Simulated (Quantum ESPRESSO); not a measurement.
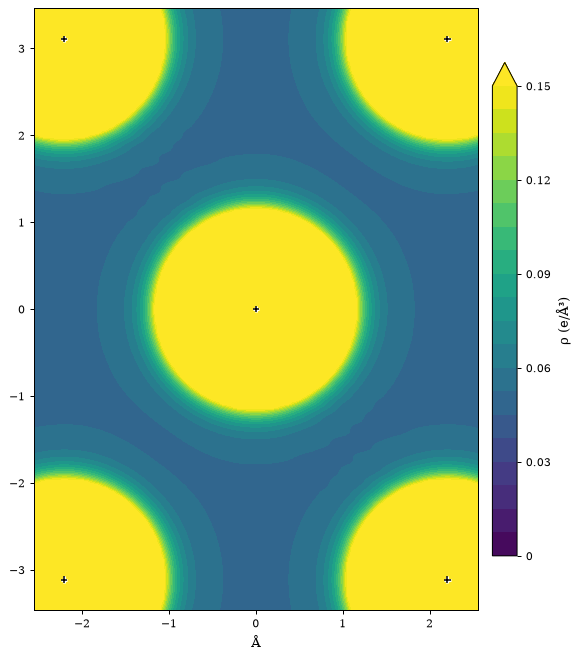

The valence pseudo-density on a plane through atoms (crosses mark nuclei in the plane).

Method: Kohn-Sham DFT of a periodic cell, PBE, SSSP 1.3 efficiency PBE (Quantum ESPRESSO).

Candidates:
A. SiC, a = 3.10 Å, b = 3.09 Å, c = 15.17 Å, α = 90.00°, β = 90.00°, γ = 120.00°. Space group P6₃mc.
B. Ca, a = 4.41 Å, b = 4.41 Å, c = 4.39 Å, α = 90.00°, β = 90.00°, γ = 90.00°. Space group I4/mmm; a structure from a database of computed crystals, not necessarily the ambient phase.
C. CdTe, a = 6.41 Å, b = 6.41 Å, c = 6.41 Å, α = 90.00°, β = 90.00°, γ = 90.00°. Space group F-43m; computed pressure about 4 GPa in this cell.

Which system is this?

Answer. Candidate B: Ca on the (101̄) plane of the conventional cell, which holds Ca. Ca–Ca (3.81 Å): ρ is about 0.05 e/Å³ halfway.
